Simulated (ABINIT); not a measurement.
AlCo: geometry relaxation (part 1 of 2)

AlCo (Pm-3m, 2 atoms in the cell), computed with Kohn-Sham DFT of a periodic cell, PBE, JTH PAW PBE v2.0, spin-polarised (ABINIT 10.8.3).

The structure derives from a Materials Project entry.

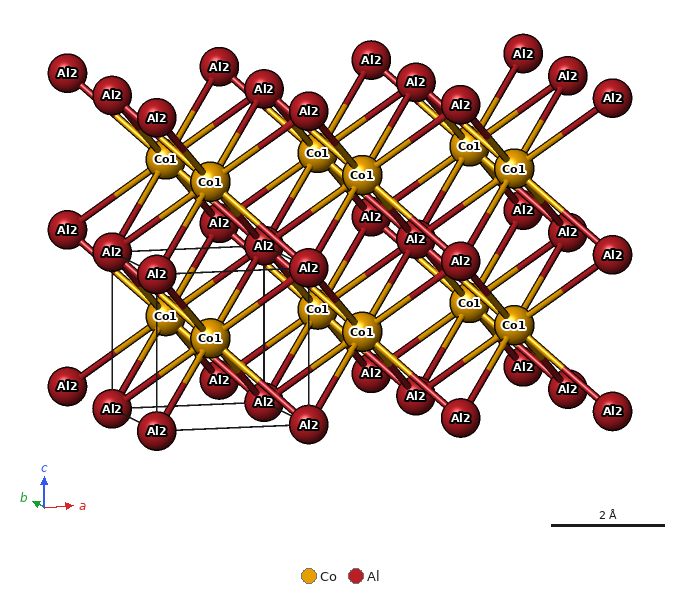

**Figure 1.** The input geometry (ball-and-stick view of the cell of the calculation, repeated 3 × 2 × 2, seen slightly off an axis; atoms are numbered from 1 in the order of the input). An atom can appear more than once, as a periodic image. Near neighbours in the periodic cell (some may lie outside the picture): Co has 8 Al at 2.44 Å; Al has 8 Co at 2.44 Å.

Input file:
```
# Pseudopotentials
pp_dirpath "./"
pseudos "Co.GGA_PBE-JTH.xml, Al.GGA_PBE-JTH.xml"

# Structure
acell 2.81940321 2.81940321 2.81940321 Angstrom
rprim
     1.0000000000     0.0000000000     0.0000000000
     0.0000000000     1.0000000000     0.0000000000
     0.0000000000     0.0000000000     1.0000000000
ntypat 2
znucl 27 13
natom 2
typat 1 2
xred
     0.5000000000     0.5000000000     0.5000000000
     0.0000000000     0.0000000000     0.0000000000
chkprim 0
chksymtnons 0
tolsym 1.0e-6

# Plane-wave basis
ecut 707.496042 eV
pawecutdg 48.0
pawxcdev 0

# k points
kptopt 1
ngkpt 7 7 7
nshiftk 1
shiftk 0.0 0.0 0.0

# Exchange and correlation
ixc 11

# Bands and occupations
nband 15
occopt 3
tsmear 0.05 eV

# Spin
nsppol 2
spinat
     0.0000000000     0.0000000000     2.0000000000
     0.0000000000     0.0000000000     0.0000000000

# SCF cycle
nstep 100
tolvrs 1.0e-9

# Output
iomode 3
prtwf 0
prtden 0
prteig 0
prtebands 0
enunit 2

# Relaxation
ionmov 2
ntime 60
tolmxf 0.0001
optcell 2
dilatmx 1.08
ecutsm 0.5
strtarget 3*-3.398931e-04 3*0.0
```

Run on 1 thread of Arm Neoverse V1, 24 GiB of memory available, shared host.

Launched with:
```bash
abinit run.abi > log 2>&1
```

What the program printed:
```
.Version 10.8.3 of ABINIT
 Symmetries : space group Pm -3 m (#221); Bravais cP (primitive cubic)
================================================================================
 Values of the parameters that define the memory need of the present run
     intxc =       0    ionmov =       2      iscf =      17    lmnmax =      18
     lnmax =       6     mgfft =      30  mpssoang =       3    mqgrid =    3001
     natom =       2  nloc_mem =       2    nspden =       2   nspinor =       1
    nsppol =       2      nsym =      48    n1xccc =       1    ntypat =       2
    occopt =       3   xclevel =       2
       mpw =        1225          nfft =       27000          nkpt =          20
 PAW method is used; the additional fine FFT grid is defined by:
   mgfftf=        36    nfftf =     46656
================================================================================
================================================================================

--------------------------------------------------------------------------------
------------- Echo of variables that govern the present computation ------------
--------------------------------------------------------------------------------
 -outvars: echo values of preprocessed input variables --------
            acell      5.3278999054E+00  5.3278999054E+00  5.3278999054E+00 Bohr
              amu      5.89332000E+01  2.69815390E+01
          chkprim           0
      chksymtnons           0
          dilatmx      1.08000000E+00
             ecut      2.60000000E+01 Hartree
           ecutsm      5.00000000E-01 Hartree
           enunit           2
           ionmov           2
              ixc          11
         kptrlatt        7    0    0      0    7    0      0    0    7
          kptrlen      3.72952993E+01
            natom           2
            nband          15
            ngfft          30      30      30
          ngfftdg          36      36      36
             nkpt          20
           nspden           2
           nsppol           2
            nstep         100
             nsym          48
            ntime          60
           ntypat           2
           occopt           3
          optcell           2
        pawecutdg      4.80000000E+01 Hartree
         pawxcdev           0
           prtden           0
        prtebands           0
           prteig           0
            prtwf           0
          spgroup         221
           spinat      0.0000000000E+00  0.0000000000E+00  2.0000000000E+00
                       0.0000000000E+00  0.0000000000E+00  0.0000000000E+00
        strtarget     -3.39893100E-04 -3.39893100E-04 -3.39893100E-04
                       0.00000000E+00  0.00000000E+00  0.00000000E+00
           tolmxf      1.00000000E-04
           tolsym      1.00000000E-06
           tolvrs      1.00000000E-09
           tsmear      1.83746611E-03 Hartree
            typat      1  2
           useylm           1
           xangst      1.4097016050E+00  1.4097016050E+00  1.4097016050E+00
                       0.0000000000E+00  0.0000000000E+00  0.0000000000E+00
            xcart      2.6639499527E+00  2.6639499527E+00  2.6639499527E+00
                       0.0000000000E+00  0.0000000000E+00  0.0000000000E+00
             xred      5.0000000000E-01  5.0000000000E-01  5.0000000000E-01
                       0.0000000000E+00  0.0000000000E+00  0.0000000000E+00
            znucl       27.00000   13.00000

================================================================================

 chkinp: Checking input parameters for consistency.

================================================================================
== DATASET  1 ==================================================================

--- !DatasetInfo
iteration_state: {dtset: 1, }
dimensions: {natom: 2, nkpt: 20, mband: 15, nsppol: 2, nspinor: 1, nspden: 2, mpw: 1225, }
cutoff_energies: {ecut:  26.0, pawecutdg:  48.0, }
electrons: {nelect:   2.00000000E+01, charge:   0.00000000E+00, occopt:   3.00000000E+00, tsmear:   1.83746611E-03, }
meta: {optdriver: 0, ionmov: 2, optcell: 2, iscf: 17, paral_kgb: 0, }
...

 Exchange-correlation functional for the present dataset will be:
  GGA: Perdew-Burke-Ernzerhof functional - ixc=11
  J.P.Perdew, K.Burke, M.Ernzerhof, PRL 77, 3865 (1996)

 Real(R)+Recip(G) space primitive vectors, cartesian coordinates (Bohr,Bohr^-1):
 R(1)=  5.3278999  0.0000000  0.0000000  G(1)=  0.1876912  0.0000000  0.0000000
 R(2)=  0.0000000  5.3278999  0.0000000  G(2)=  0.0000000  0.1876912  0.0000000
 R(3)=  0.0000000  0.0000000  5.3278999  G(3)=  0.0000000  0.0000000  0.1876912
 Unit cell volume ucvol=  1.5124052E+02 bohr^3
 Angles (23,13,12)=  9.00000000E+01  9.00000000E+01  9.00000000E+01 degrees

 Coarse grid specifications (used for wave-functions):

 getcut: wavevector=  0.0000  0.0000  0.0000  ngfft=  30  30  30
         ecut(hartree)=     30.326   => boxcut(ratio)=   2.27138

 getcut : COMMENT -
  Note that boxcut > 2.2 ; recall that boxcut=Gcut(box)/Gcut(sphere) = 2
  is sufficient for exact treatment of convolution.
  Such a large boxcut is a waste : you could raise ecut
  e.g. ecut=   39.114713 Hartrees makes boxcut=2

 Fine grid specifications (used for densities):

 getcut: wavevector=  0.0000  0.0000  0.0000  ngfft=  36  36  36
         ecut(hartree)=     55.987   => boxcut(ratio)=   2.00603

--- Pseudopotential description ------------------------------------------------
- pspini: atom type   1  psp file is ./Co.GGA_PBE-JTH.xml
 Pseudopotential format is: paw10
 basis_size (lnmax)=  6 (lmn_size= 18), orbitals=   0   0   1   1   2   2
 Spheres core radius: rc_sph= 2.10903434
 Shapefunction is SIN type: shapef(r)=[sin(pi*r/rshp)/(pi*r/rshp)]**2
 Radius for shape functions =  1.60384542
 Compensation charge density is not taken into account in XC energy/potential

- pspini: atom type   2  psp file is ./Al.GGA_PBE-JTH.xml
 Pseudopotential format is: paw10
 basis_size (lnmax)=  4 (lmn_size=  8), orbitals=   0   0   1   1
 Spheres core radius: rc_sph= 1.90363307
 Shapefunction is SIN type: shapef(r)=[sin(pi*r/rshp)/(pi*r/rshp)]**2
 Radius for shape functions =  1.60786206
 Compensation charge density is not taken into account in XC energy/potential

   2.29367983E+02                                ecore*ucvol(ha*bohr**3)
--------------------------------------------------------------------------------

================================================================================

=== [ionmov= 2] Broyden-Fletcher-Goldfarb-Shanno method (forces)
================================================================================

--- Iteration: ( 1/60) Internal Cycle: (1/1)
--------------------------------------------------------------------------------

---SELF-CONSISTENT-FIELD CONVERGENCE--------------------------------------------

--- !BeginCycle
iteration_state: {dtset: 1, itime: 1, icycle: 1, }
solver: {iscf: 17, nstep: 100, nline: 4, wfoptalg: 10, }
tolerances: {tolvrs: 1.00E-09, }
...

     iter   Etot(hartree)      deltaE(h)  residm     nres2   difmagsph maxmagsph
 ETOT  1  -147.73728925366    -1.477E+02 7.652E+00 2.360E+02 6.554E-01 6.554E-01
 ETOT  2  -149.73539678464    -1.998E+00 2.573E-01 8.483E+02 6.342E-01 2.763E-02
 ETOT  3  -148.56293836158     1.172E+00 4.163E-01 2.279E+01 3.710E-01 3.922E-01
 ETOT  4  -148.56086457436     2.074E-03 2.216E-01 2.303E+01 1.280E-01 2.642E-01
 ETOT  5  -148.55521895366     5.646E-03 1.231E-01 6.806E-01 9.982E-02 1.644E-01
 ETOT  6  -148.55805428667    -2.835E-03 4.125E-02 3.756E+00 3.663E-02 1.278E-01
 ETOT  7  -148.55630355469     1.751E-03 7.156E-03 2.601E-01 8.529E-02 4.248E-02
 ETOT  8  -148.55643517235    -1.316E-04 8.777E-03 2.647E-03 3.630E-02 6.181E-03
 ETOT  9  -148.55647628898    -4.112E-05 5.673E-03 7.921E-04 3.021E-03 3.160E-03
 ETOT 10  -148.55647946967    -3.181E-06 2.546E-03 1.363E-03 2.598E-04 3.420E-03
 ETOT 11  -148.55647917909     2.906E-07 1.093E-03 1.927E-05 2.838E-03 5.819E-04
 ETOT 12  -148.55647923743    -5.833E-08 4.943E-04 5.513E-06 2.027E-04 3.792E-04
 ETOT 13  -148.55647924188    -4.455E-09 1.617E-04 2.652E-06 5.516E-04 1.724E-04
 ETOT 14  -148.55647924069     1.197E-09 2.472E-04 1.283E-07 1.207E-04 5.167E-05
 ETOT 15  -148.55647924076    -7.930E-11 2.611E-05 2.872E-09 4.473E-05 6.939E-06
 ETOT 16  -148.55647924080    -4.005E-11 8.213E-05 1.068E-09 4.429E-06 2.510E-06
 ETOT 17  -148.55647924080     1.108E-12 8.766E-06 2.178E-10 2.716E-06 3.303E-07

 At SCF step   17       nres2   =  2.18E-10 < tolvrs=  1.00E-09 =>converged.

 Cartesian components of stress tensor (hartree/bohr^3)
  sigma(1 1)= -2.28234920E-04  sigma(3 2)=  0.00000000E+00
  sigma(2 2)= -2.28234920E-04  sigma(3 1)=  0.00000000E+00
  sigma(3 3)= -2.28234920E-04  sigma(2 1)=  0.00000000E+00

--- !ResultsGS
iteration_state: {dtset: 1, itime: 1, icycle: 1, }
comment   : Summary of ground state results
lattice_vectors:
- [  5.3278999,   0.0000000,   0.0000000, ]
- [  0.0000000,   5.3278999,   0.0000000, ]
- [  0.0000000,   0.0000000,   5.3278999, ]
lattice_lengths: [   5.32790,    5.32790,    5.32790, ]
lattice_angles: [ 90.000,  90.000,  90.000, ] # degrees, (23, 13, 12)
lattice_volume:   1.5124052E+02
convergence: {deltae:  1.108E-12, res2:  2.178E-10, residm:  8.766E-06, diffor: null, }
etotal    :  -1.48556479E+02
entropy   :   0.00000000E+00
fermie    :   4.94621121E-01
cartesian_stress_tensor: # hartree/bohr^3
- [ -2.28234920E-04,   0.00000000E+00,   0.00000000E+00, ]
- [  0.00000000E+00,  -2.28234920E-04,   0.00000000E+00, ]
- [  0.00000000E+00,   0.00000000E+00,  -2.28234920E-04, ]
pressure_GPa:   6.7149E+00
xred      :
- [  5.0000E-01,   5.0000E-01,   5.0000E-01, Co]
- [  0.0000E+00,   0.0000E+00,   0.0000E+00, Al]
cartesian_forces: # hartree/bohr
- [ -0.00000000E+00,  -0.00000000E+00,  -0.00000000E+00, ]
- [ -0.00000000E+00,  -0.00000000E+00,  -0.00000000E+00, ]
force_length_stats: {min:   0.00000000E+00, max:   0.00000000E+00, mean:   0.00000000E+00, }
...

 Integrated electronic and magnetization densities in atomic spheres:
 ------------------------------------------------------------------------------------------------------------
 Radius=ratsph(iatom), smearing ratsm=  0.0000. Diff(up-dn)=approximate z local magnetic moment.
    Atom    Radius    up_density   dn_density  Total(up+dn)  Diff(up-dn)
    1 Co   2.10903     7.856502     7.856502     15.713004     0.000000
    2 Al   1.90363     0.429397     0.429397      0.858794    -0.000000
 ------------------------------------------------------------------------------------------------------------
  Sum:                 8.285899     8.285899     16.571798    -0.000000
 Total magnetization (from the atomic spheres):               -0.000000
 Total magnetization (exact up - dn):                         -0.000000

---OUTPUT-----------------------------------------------------------------------

 Cartesian coordinates (xcart) [bohr]
  2.66394995270263E+00  2.66394995270263E+00  2.66394995270263E+00
  0.00000000000000E+00  0.00000000000000E+00  0.00000000000000E+00
 Reduced coordinates (xred)
  5.00000000000000E-01  5.00000000000000E-01  5.00000000000000E-01
  0.00000000000000E+00  0.00000000000000E+00  0.00000000000000E+00
 Cartesian forces (fcart) [Ha/bohr]; max,rms= 0.00000E+00 0.00000E+00 (free atoms)
 -0.00000000000000E+00 -0.00000000000000E+00 -0.00000000000000E+00
 -0.00000000000000E+00 -0.00000000000000E+00 -0.00000000000000E+00
 Gradient of E wrt nuclear positions in reduced coordinates (gred)
  0.00000000000000E+00  0.00000000000000E+00  0.00000000000000E+00
  0.00000000000000E+00  0.00000000000000E+00  0.00000000000000E+00
 Scale of Primitive Cell (acell) [bohr]
  5.32789990540526E+00  5.32789990540526E+00  5.32789990540526E+00
 Real space primitive translations (rprimd) [bohr]
  5.32789990540526E+00  0.00000000000000E+00  0.00000000000000E+00
  0.00000000000000E+00  5.32789990540526E+00  0.00000000000000E+00
  0.00000000000000E+00  0.00000000000000E+00  5.32789990540526E+00
 Unitary Cell Volume (ucvol) [Bohr^3]=  1.51240523380994E+02
 Angles (23,13,12)= [degrees]
  9.00000000000000E+01  9.00000000000000E+01  9.00000000000000E+01
 Lengths [Bohr]
  5.32789990540526E+00  5.32789990540526E+00  5.32789990540526E+00
 Stress tensor in cartesian coordinates (strten) [Ha/bohr^3]
 -2.28234919937590E-04  0.00000000000000E+00  0.00000000000000E+00
  0.00000000000000E+00 -2.28234919937594E-04  0.00000000000000E+00
  0.00000000000000E+00  0.00000000000000E+00 -2.28234919937590E-04
 Total energy (etotal) [Ha]= -1.48556479240804E+02

--- Iteration: ( 2/60) Internal Cycle: (1/1)
--------------------------------------------------------------------------------

---SELF-CONSISTENT-FIELD CONVERGENCE--------------------------------------------

--- !BeginCycle
iteration_state: {dtset: 1, itime: 2, icycle: 1, }
solver: {iscf: 17, nstep: 100, nline: 4, wfoptalg: 10, }
tolerances: {tolvrs: 1.00E-09, }
...

     iter   Etot(hartree)      deltaE(h)  residm     nres2   difmagsph maxmagsph
 ETOT  1  -148.57073443667    -1.486E+02 2.276E-02 1.749E+01 6.047E-06 6.047E-06
 ETOT  2  -148.68871483250    -1.180E-01 1.364E-02 1.635E+02 4.916E-06 1.132E-06
 ETOT  3  -148.55087933785     1.378E-01 8.145E-02 7.301E-01 9.383E-05 9.496E-05
 ETOT  4  -148.55616905710    -5.290E-03 8.312E-03 4.641E-02 8.307E-05 1.188E-05
 ETOT  5  -148.55613543327     3.362E-05 3.803E-05 2.925E-02 5.851E-06 6.033E-06
 ETOT  6  -148.55608571831     4.971E-05 1.625E-05 6.835E-03 2.680E-06 3.353E-06
 ETOT  7  -148.55607964296     6.075E-06 3.681E-06 6.223E-04 1.065E-06 2.287E-06
 ETOT  8  -148.55607926083     3.821E-07 1.481E-05 1.719E-04 1.421E-06 8.663E-07
 ETOT  9  -148.55607912121     1.396E-07 9.030E-07 1.110E-05 4.046E-07 4.617E-07
 ETOT 10  -148.55607911645     4.766E-09 1.633E-06 4.087E-06 4.855E-08 4.216E-07
 ETOT 11  -148.55607911244     4.003E-09 3.739E-07 5.367E-09 1.006E-07 3.210E-07
 ETOT 12  -148.55607911260    -1.566E-10 3.361E-07 2.328E-08 1.486E-07 1.724E-07
 ETOT 13  -148.55607911258     1.555E-11 1.341E-07 6.805E-10 1.197E-08 1.625E-07

 At SCF step   13       nres2   =  6.81E-10 < tolvrs=  1.00E-09 =>converged.

 Cartesian components of stress tensor (hartree/bohr^3)
  sigma(1 1)= -3.01935936E-04  sigma(3 2)=  0.00000000E+00
  sigma(2 2)= -3.01935936E-04  sigma(3 1)=  0.00000000E+00
  sigma(3 3)= -3.01935936E-04  sigma(2 1)=  0.00000000E+00
```
